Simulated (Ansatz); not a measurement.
Run report: Zn7Se8 (charge −2), nudged elastic band (part 2 of 2)

Continued. System: Zn7Se8 (defect cell, 15 atoms in the cell, total charge −2). Method: DFT LDA, scalar-relativistic, plane waves, PAW, no spin polarisation (Ansatz 0.2.0); cutoff 420 eV, 2×2×2 k-mesh, Gaussian smearing of 0.02 eV. The structure derives from a Materials Project entry. It belongs to a series of runs on one base structure; here: climbing-image band for the jump of Zn by 3.94 A.

Geometry of the input (Å; fractional positions):
```
0.0000  5.5675  -5.5675
5.5675  5.5675  0.0000
5.5675  0.0000  -5.5675
Zn 0.4868  0.5132  -0.0132
Zn 1.0132  0.5132  -0.0132
Zn 1.0132  -0.0132  -0.0132
Zn 0.4868  0.5132  0.5132
Zn 0.4868  -0.0132  0.5132
Zn 1.0000  0.5000  0.5000
Zn 1.0132  -0.0132  0.5132
Se 0.3780  0.3740  0.3740
Se 0.3825  0.8825  0.3524
Se 0.8740  0.3740  0.3740
Se 0.8740  0.8780  0.3740
Se 0.3825  0.3524  0.8825
Se 0.3825  0.8825  0.8825
Se 0.8740  0.3740  0.8780
Se 0.8524  0.8825  0.8825
```

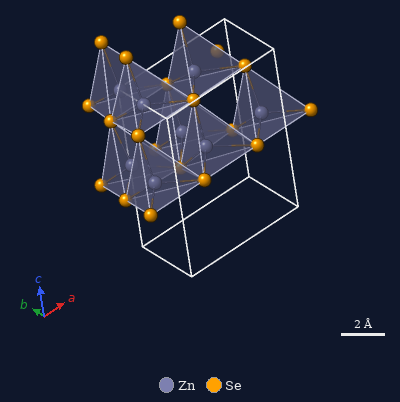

*The starting structure (polyhedral view of the cell of the calculation, seen slightly off an axis; polyhedra are completed across the faces of the cell).*

**Output, continued**
```
--- Forces (eV/Å), atoms counted from 1 ---
  atom   1  Zn     0.00006484     0.00005732     0.02770626
  atom   2  Zn    -0.00161713     0.00151144     0.00283565
  atom   3  Zn     0.00091017    -0.00081978    -0.01404629
  atom   4  Zn     0.00150994    -0.00161595     0.00283390
  atom   5  Zn    -0.00081653     0.00090709    -0.01405155
  atom   6  Zn    -0.01169309    -0.01169371     0.00495619
  atom   7  Zn     0.01170433     0.01170345     0.00504102
  atom   8  Se     0.00204028     0.01065835     0.00005558
  atom   9  Se    -0.01082067    -0.00210336     0.00019033
  atom  10  Se    -0.00005763    -0.00005901    -0.01285232
  atom  11  Se     0.00005329     0.00005441     0.01335037
  atom  12  Se     0.00016197     0.00016410    -0.02052281
  atom  13  Se     0.00000891     0.00001245     0.00420039
  atom  14  Se     0.01065833     0.00204358     0.00005497
  atom  15  Se    -0.00210713    -0.01082043     0.00018857
  max |Σ_I F_I| component: 5.97e-5 eV/Å
--- Band table (eV; the first three rows and the last of 8) ---
  k-point 0: bands = ["-40.8038", "-40.8025", "-40.7996", "-40.7774", "-40.7739", "-40.6192", "-40.6173", "-40.6076", "-40.5965", "-40.5951", "-40.5308", "-40.5306", "-40.5298", "-40.5296", "-40.5278", "-40.5277", "-40.5271", "-40.5270", "-40.4945", "-40.4944", "-40.4938", "-40.4936", "-40.4723", "-40.4720", "-40.4716", "-40.4714", "-40.4672", "-40.4671", "-40.4665", "-40.4664", "-40.1318", "-40.1314", "-40.0215", "-40.0097", "-39.9828", "-39.6548", "-39.6479", "-39.5942", "-39.5775", "-39.5678", "-6.9570", "-6.1908", "-6.0752", "-5.9904", "-5.9329", "-5.6497", "-5.5578", "-5.0213", "-0.4990", "-0.4989", "-0.4555", "-0.4192", "-0.3863", "-0.3698", "-0.3689", "-0.3548", "-0.3375", "-0.3307", "-0.3188", "-0.2930", "-0.2747", "-0.2542", "-0.1915", "-0.1496", "-0.1446", "-0.1349", "-0.1141", "-0.1117", "-0.0759", "-0.0547", "-0.0506", "-0.0301", "-0.0209", "0.0232", "0.0603", "0.1032", "0.1218", "0.1758", "0.1815", "0.1944", "0.2048", "0.2297", "0.2640", "0.7184", "1.0809", "1.1039", "1.2087", "1.4335", "1.9535", "3.0463", "4.0817", "4.2450", "4.3743", "4.4934", "4.5629", "4.8711", "5.3056", "5.6016", "5.6476", "5.7609", "5.7711", "5.9607", "6.0482", "6.4775", "6.4960", "6.5130", "7.0439", "7.2792", "8.4668", "8.6342", "8.7483", "9.0487", "9.2983", "9.4272", "9.7116", "9.7664", "11.2019", "11.2592", "11.9830", "12.1590", "12.3906", "12.5648", "12.6215", "12.9233", "12.9369", "13.3552", "13.4281", "13.7039", "13.9230"]
  k-point 1: bands = ["-40.8038", "-40.8025", "-40.7996", "-40.7774", "-40.7739", "-40.6192", "-40.6173", "-40.6076", "-40.5965", "-40.5951", "-40.5308", "-40.5307", "-40.5298", "-40.5297", "-40.5278", "-40.5277", "-40.5271", "-40.5270", "-40.4945", "-40.4944", "-40.4937", "-40.4936", "-40.4722", "-40.4721", "-40.4715", "-40.4714", "-40.4672", "-40.4671", "-40.4665", "-40.4664", "-40.1318", "-40.1314", "-40.0215", "-40.0097", "-39.9828", "-39.6548", "-39.6479", "-39.5942", "-39.5775", "-39.5678", "-6.7003", "-6.3855", "-6.1635", "-5.9804", "-5.8093", "-5.7916", "-5.6204", "-5.0766", "-0.5083", "-0.4736", "-0.4378", "-0.4236", "-0.4176", "-0.3893", "-0.3785", "-0.3440", "-0.3300", "-0.3186", "-0.3027", "-0.2927", "-0.2862", "-0.2412", "-0.2267", "-0.2107", "-0.1738", "-0.1692", "-0.1498", "-0.1410", "-0.1382", "-0.0675", "-0.0578", "-0.0439", "-0.0203", "0.0200", "0.0374", "0.1061", "0.1154", "0.1411", "0.1451", "0.1817", "0.2240", "0.2266", "0.2580", "1.1814", "1.4825", "1.5646", "1.6470", "2.2806", "3.1372", "3.1679", "3.6740", "3.7047", "3.8105", "3.9872", "4.0729", "4.4286", "4.4375", "4.7430", "4.7902", "4.9839", "5.2001", "5.2502", "5.9323", "5.9363", "6.1114", "6.2282", "7.0616", "8.4299", "8.9919", "9.6281", "9.7041", "9.9873", "10.1460", "11.1572", "11.4261", "11.4505", "11.7502", "11.9078", "12.1897", "12.6588", "12.6598", "12.6860", "12.7933", "12.9906", "13.2054", "13.6538", "13.7647", "13.8670", "13.8926"]
  k-point 2: bands = ["-40.8038", "-40.8025", "-40.7996", "-40.7774", "-40.7739", "-40.6192", "-40.6173", "-40.6076", "-40.5965", "-40.5951", "-40.5308", "-40.5306", "-40.5299", "-40.5297", "-40.5278", "-40.5277", "-40.5271", "-40.5270", "-40.4945", "-40.4943", "-40.4938", "-40.4936", "-40.4722", "-40.4720", "-40.4716", "-40.4714", "-40.4672", "-40.4671", "-40.4665", "-40.4664", "-40.1318", "-40.1314", "-40.0215", "-40.0097", "-39.9828", "-39.6548", "-39.6479", "-39.5942", "-39.5775", "-39.5678", "-6.6432", "-6.4692", "-6.0900", "-5.9915", "-5.9301", "-5.7625", "-5.5856", "-5.0549", "-0.5179", "-0.4705", "-0.4667", "-0.4234", "-0.3862", "-0.3691", "-0.3613", "-0.3528", "-0.3340", "-0.3247", "-0.3046", "-0.2887", "-0.2711", "-0.2405", "-0.2119", "-0.2110", "-0.1801", "-0.1508", "-0.1367", "-0.1258", "-0.1029", "-0.0813", "-0.0559", "-0.0502", "-0.0067", "0.0037", "0.0317", "0.0977", "0.1257", "0.1302", "0.1589", "0.1776", "0.2023", "0.2069", "0.2150", "1.2845", "1.6300", "1.6373", "1.8689", "1.8692", "2.6046", "3.1489", "3.4420", "3.4758", "3.8025", "3.9523", "4.1648", "4.3669", "4.8639", "5.0118", "5.0538", "5.0864", "5.3208", "5.3725", "5.5672", "6.1069", "6.3050", "6.3765", "6.7449", "8.5552", "9.2526", "9.4618", "9.8525", "10.1760", "10.1832", "10.2326", "10.8431", "11.2843", "11.7811", "11.8681", "12.2141", "12.4279", "12.5646", "12.7098", "12.9604", "13.1906", "13.2604", "13.2685", "13.5968", "13.9396", "13.9900"]
  k-point 7: bands = ["-40.8038", "-40.8025", "-40.7996", "-40.7774", "-40.7739", "-40.6192", "-40.6173", "-40.6076", "-40.5965", "-40.5951", "-40.5308", "-40.5306", "-40.5299", "-40.5297", "-40.5278", "-40.5277", "-40.5271", "-40.5270", "-40.4945", "-40.4943", "-40.4938", "-40.4936", "-40.4723", "-40.4720", "-40.4716", "-40.4714", "-40.4672", "-40.4671", "-40.4665", "-40.4664", "-40.1318", "-40.1314", "-40.0215", "-40.0097", "-39.9828", "-39.6548", "-39.6479", "-39.5942", "-39.5775", "-39.5678", "-6.6434", "-6.4689", "-6.0904", "-5.9915", "-5.9300", "-5.7625", "-5.5856", "-5.0549", "-0.5179", "-0.4705", "-0.4669", "-0.4234", "-0.3862", "-0.3691", "-0.3613", "-0.3526", "-0.3339", "-0.3245", "-0.3049", "-0.2888", "-0.2711", "-0.2405", "-0.2119", "-0.2107", "-0.1801", "-0.1509", "-0.1368", "-0.1259", "-0.1029", "-0.0814", "-0.0560", "-0.0502", "-0.0067", "0.0037", "0.0317", "0.0977", "0.1258", "0.1301", "0.1589", "0.1777", "0.2023", "0.2069", "0.2150", "1.2847", "1.6298", "1.6372", "1.8684", "1.8692", "2.6045", "3.1494", "3.4422", "3.4761", "3.8026", "3.9523", "4.1643", "4.3672", "4.8638", "5.0116", "5.0541", "5.0862", "5.3211", "5.3729", "5.5664", "6.1068", "6.3045", "6.3767", "6.7450", "8.5557", "9.2527", "9.4618", "9.8523", "10.1758", "10.1829", "10.2320", "10.8428", "11.2843", "11.7822", "11.8686", "12.2145", "12.4283", "12.5652", "12.7093", "12.9601", "13.1904", "13.2602", "13.2680", "13.5967", "13.9392", "13.9907"]
this run last wrote the band of iteration 11 to [file]
--- NEB band (5 images, 11 band iterations, 323 SCF iterations) ---
  forward barrier  = 1.496880 eV
  backward barrier = 1.496881 eV
  lagrangian_above_aufbau_ev (what the smearing adds, to first order; not taken off the barriers): saddle image -0.000000 eV, end points +0.000000 and +0.000000 eV
  climbing image's point = of an order that was not read
  energies are F+E_penalty+E_count in eV, relative to image 0
  image     s (Å)  Δ vs image 0  max|band force component| (eV/Å)
      0    0.0000      0.000000                                 —
      1    1.2335      0.751048                          8.122e-3
  *   2    2.4669      1.496880                          2.771e-2
      3    3.6996      0.750266                          8.150e-3
      4    4.9324     -0.000000                                 —
  climbing-image geometry (image 2):
  cell:  # Å, volume = 345.1573 Å³
    - [0.0, 5.5675272894, -5.5675272894]
    - [5.5675272894, 5.5675272894, 0.0]
    - [5.5675272894, 0.0, -5.5675272894]
  atoms:
    - { symbol: Zn, position: [0.5446981957806054, 0.20519491384245792, 0.044697112957357565] }
    - { symbol: Zn, position: [0.9630120176440444, 0.5254950088203179, -0.014009322278170422] }
    - { symbol: Zn, position: [1.0481743715667324, -0.018878693882586117, -0.010342236421552742] }
    - { symbol: Zn, position: [0.48598998434413415, 0.5254951764068425, 0.46301237471124684] }
    - { symbol: Zn, position: [0.4896576434942481, -0.01887835499382806, 0.548173840875658] }
    - { symbol: Zn, position: [1.005618557304459, 0.4866055471159493, 0.5056186072200166] }
    - { symbol: Zn, position: [1.0055971510147603, 0.0022212735045753496, 0.5055971874363996] }
    - { symbol: Se, position: [0.3829719324804058, 0.35640156954061913, 0.3527560085560724] }
    - { symbol: Se, position: [0.38296607552248957, 0.9078627784774493, 0.35281532798847565] }
    - { symbol: Se, position: [0.8644501233184971, 0.3855740252807417, 0.36445064687422063] }
    - { symbol: Se, position: [0.8830977055233352, 0.8669190473578445, 0.38309771206861665] }
    - { symbol: Se, position: [0.3319844201649975, 0.4179304593431541, 0.8319847992856069] }
    - { symbol: Se, position: [0.4062100958931023, 0.8437932540083573, 0.9062096233123003] }
    - { symbol: Se, position: [0.8527562244784941, 0.3564012712174872, 0.8829720925125533] }
    - { symbol: Se, position: [0.8528155014696945, 0.907862723960617, 0.8829662249011985] }
```

**The last band as extended XYZ (Å, eV, eV/Å)**
```
15
Lattice="0.0000 5.5675 -5.5675 5.5675 5.5675 0.0000 5.5675 0.0000 -5.5675" Properties=species:S:1:pos:R:3:forces:R:3 image=0 energy=-65783.92712
Zn    2.7838    5.5675   -2.6368    0.0000   0.0000  -0.0064
Zn    2.7838    8.4983   -5.5675    0.0000  -0.0064   0.0000
Zn   -0.1470    5.5675   -5.5675    0.0064   0.0000   0.0000
Zn    5.7145    5.5675   -5.5675   -0.0064   0.0000   0.0000
Zn    2.7838    2.6368   -5.5675    0.0000   0.0064   0.0000
Zn    5.5675    8.3513   -8.3513    0.0000   0.0000   0.0000
Zn    2.7838    5.5675   -8.4983    0.0000   0.0000   0.0064
Se    4.1647    4.1866   -4.1866   -0.0062   0.0062  -0.0062
Se    6.8754    7.0434   -4.0916   -0.0012   0.0012   0.0012
Se    4.1647    6.9484   -6.9484   -0.0062  -0.0062   0.0062
Se    6.9704    9.7542   -6.9484    0.0062   0.0062   0.0062
Se    6.8754    4.0916   -7.0434   -0.0012  -0.0012  -0.0012
Se    9.8272    7.0434   -7.0434    0.0012   0.0012  -0.0012
Se    6.9704    6.9484   -9.7542    0.0062  -0.0062  -0.0062
Se    9.8272    9.6592   -9.6592    0.0012  -0.0012   0.0012
15
Lattice="0.0000 5.5675 -5.5675 5.5675 5.5675 0.0000 5.5675 0.0000 -5.5675" Properties=species:S:1:pos:R:3:forces:R:3 image=1 energy=-65783.17607
Zn    2.1663    4.9500   -2.9104    0.7695   0.7694   0.4013
Zn    2.8950    8.4237   -5.3405    0.0007   0.0997  -0.0561
Zn   -0.2057    5.6626   -5.7682   -0.0902  -0.1224   0.0105
Zn    5.6399    5.6787   -5.3405    0.0997   0.0007  -0.0561
Zn    2.8788    2.5781   -5.7682   -0.1224  -0.0902   0.0105
Zn    5.5576    8.3413   -8.3500   -0.0196  -0.0196   0.0671
Zn    2.8447    5.6285   -8.4780   -0.0250  -0.0250  -0.0703
Se    4.0576    4.1019   -4.1858    0.0669  -0.0626  -0.0967
Se    7.0010    7.1759   -4.0757   -0.0732  -0.0619   0.0226
Se    4.1955    6.9792   -6.8522   -0.0265  -0.0265  -0.0181
Se    6.9948    9.7786   -7.0336   -0.0128  -0.0128   0.0250
Se    6.7576    3.9738   -6.6143   -0.2620  -0.2620  -0.1471
Se    9.6211    6.8373   -7.3176   -0.1805  -0.1805  -0.0183
Se    6.8856    6.8413   -9.7534   -0.0626   0.0669  -0.0967
Se    9.9597    9.7847   -9.6432   -0.0619  -0.0732   0.0226
15
Lattice="0.0000 5.5675 -5.5675 5.5675 5.5675 0.0000 5.5675 0.0000 -5.5675" Properties=species:S:1:pos:R:3:forces:R:3 image=2 energy=-65782.43024
Zn    1.3913    4.1750   -3.2815    0.0001   0.0001   0.0277
Zn    2.8477    8.2873   -5.2836   -0.0016   0.0015   0.0028
Zn   -0.1627    5.7306   -5.7782    0.0009  -0.0008  -0.0140
Zn    5.5035    5.6315   -5.2836    0.0015  -0.0016   0.0028
Zn    2.9469    2.6211   -5.7782   -0.0008   0.0009  -0.0141
Zn    5.5242    8.3080   -8.4139   -0.0117  -0.0117   0.0050
Zn    2.8273    5.6111   -8.4136    0.0117   0.0117   0.0050
Se    3.9483    4.1165   -4.0962    0.0020   0.0107   0.0001
Se    7.0189    7.1867   -4.0965   -0.0108  -0.0021   0.0002
Se    4.1758    6.9595   -6.8419   -0.0001  -0.0001  -0.0129
Se    6.9595    9.7433   -7.0496    0.0001   0.0001   0.0134
Se    6.9589    4.1752   -6.4804    0.0002   0.0002  -0.0205
Se    9.7432    6.9594   -7.3069    0.0000   0.0000   0.0042
Se    6.9002    6.7320   -9.6637    0.0107   0.0020   0.0001
Se    9.9705    9.8026   -9.6640   -0.0021  -0.0108   0.0002
15
Lattice="0.0000 5.5675 -5.5675 5.5675 5.5675 0.0000 5.5675 0.0000 -5.5675" Properties=species:S:1:pos:R:3:forces:R:3 image=3 energy=-65783.17686
Zn    0.6169    3.4007   -2.9104   -0.7695  -0.7695   0.4017
Zn    2.7114    8.2400   -5.3404   -0.0996  -0.0006  -0.0562
Zn   -0.0949    5.7734   -5.7682    0.1224   0.0899   0.0107
Zn    5.4563    5.4952   -5.3404   -0.0006  -0.0996  -0.0562
Zn    2.9897    2.6889   -5.7682    0.0899   0.1224   0.0107
Zn    5.5067    8.2905   -8.4780    0.0249   0.0249  -0.0702
Zn    2.7939    5.5776   -8.3500    0.0195   0.0195   0.0669
Se    3.9591    4.1342   -4.0755    0.0621   0.0730   0.0224
Se    7.0333    7.0774   -4.1860    0.0624  -0.0669  -0.0967
Se    4.1560    6.9397   -6.8522    0.0264   0.0264  -0.0182
Se    6.9241    9.7079   -7.0336    0.0127   0.0127   0.0251
Se    7.1607    4.3770   -6.6144    0.2627   0.2627  -0.1473
Se    9.8652    7.0814   -7.3176    0.1806   0.1806  -0.0185
Se    6.9180    6.7429   -9.6430    0.0730   0.0621   0.0224
Se    9.8612    9.8171   -9.7535   -0.0669   0.0624  -0.0967
15
Lattice="0.0000 5.5675 -5.5675 5.5675 5.5675 0.0000 5.5675 0.0000 -5.5675" Properties=species:S:1:pos:R:3:forces:R:3 image=4 energy=-65783.92712
Zn    0.0000    2.7838   -2.6368    0.0000   0.0000  -0.0064
Zn    2.6368    8.3513   -5.5675    0.0064   0.0000   0.0000
Zn    0.0000    5.7145   -5.5675    0.0000  -0.0064   0.0000
Zn    5.5675    5.4205   -5.5675    0.0000   0.0064   0.0000
Zn    2.9308    2.7838   -5.5675   -0.0064   0.0000   0.0000
Zn    5.5675    8.3513   -8.4983    0.0000   0.0000   0.0064
Zn    2.7838    5.5675   -8.3513    0.0000   0.0000   0.0000
Se    4.0917    4.2596   -4.0917   -0.0012   0.0012   0.0012
Se    6.9484    6.9704   -4.1866   -0.0062   0.0062  -0.0062
Se    4.1866    6.9704   -6.9484    0.0062   0.0062   0.0062
Se    6.9484    9.7322   -6.9484   -0.0062  -0.0062   0.0062
Se    7.0434    4.2596   -7.0434    0.0012   0.0012  -0.0012
Se    9.6592    6.8754   -7.0434   -0.0012  -0.0012  -0.0012
Se    7.0434    6.8754   -9.6592    0.0012  -0.0012   0.0012
Se    9.7542    9.7322   -9.7542    0.0062  -0.0062  -0.0062
```

**Results in brief**

```csv
quantity,value
outcome,converged
"barrier, forward",1.497 eV
"barrier, backward",1.497 eV
electrons treated,214
hardware,"4 threads of Intel Xeon (Sapphire Rapids), 192 GiB of memory available, shared host"
wall time,4.7 min (CPU time 12 min)
peak memory,2 GiB
```

The k-point mesh is coarse for a cell of this size, so the results may not be converged. The order of the saddle point was not checked.
